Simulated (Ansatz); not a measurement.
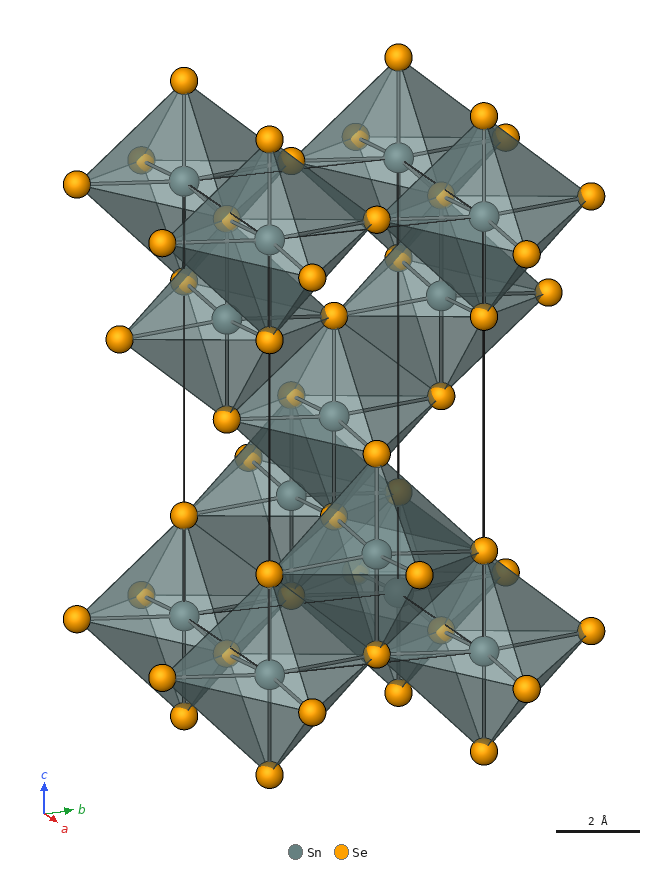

Drawn in the polyhedral manner and seen slightly off an axis. Atoms at the boundary of the conventional unit cell (the box) are drawn once for each face, edge or corner they touch. Some neighbours outside the box are added.

SnSe2, space group I4_1/amd (No. 141), a = 5.629 Å, b = 5.629 Å, c = 11.023 Å, α = 90.00°, β = 90.00°, γ = 90.00°. It goes back to a structure type filled with these elements by a generator (whether the compound takes this form wasn't checked). Earlier steps of the study may have refined or changed the cell and positions. Ansatz was used for an electronic-structure calculation on it.

This one geometry was computed with Ansatz (DFT, plane waves, PAW) at six levels of theory: PBE with spin-orbit coupling, PBE0, r2SCAN, LDA, HSE06 and PBE. It was relaxed beforehand with r2SCAN.

Which level gives the highest pressure at this volume, and what does that say about its equilibrium volume?

Answer. Highest: PBE with spin-orbit coupling (2.0 GPa) and PBE (1.9 GPa), which points to the largest equilibrium volume. Lowest, with the smallest volume: LDA (-2.0 GPa). Levels within 0.5 GPa of each other can't be told apart.

How does the band gap change with the level of theory?

Answer. LDA: a gap of 0.16 eV, indirect; PBE with spin-orbit coupling: a gap of 0.25 eV, indirect; PBE: a gap of 0.30 eV, indirect; r2SCAN: a gap of 0.48 eV, indirect; HSE06: a gap of 1.01 eV, indirect; PBE0: a gap of 1.67 eV, indirect.

Collect the results in a table.

Answer.
| level | cutoff (eV) | k-mesh of the run's cell | gap (eV) | pressure (GPa) |
| --- | --- | --- | --- | --- |
| PBE with spin-orbit coupling | 420 | 6×6×6 | 0.25 | 2.0 |
| PBE0 | 420 | 4×4×4 | 1.67 | -0.5 |
| r2SCAN | 500 | 6×6×6 | 0.48 | 0.0 |
| LDA | 420 | 6×6×6 | 0.16 | -2.0 |
| HSE06 | 420 | 4×4×4 | 1.01 | -0.4 |
| PBE | 420 | 6×6×6 | 0.30 | 1.9 |

Gaps are taken on the k-mesh or band path of each run.
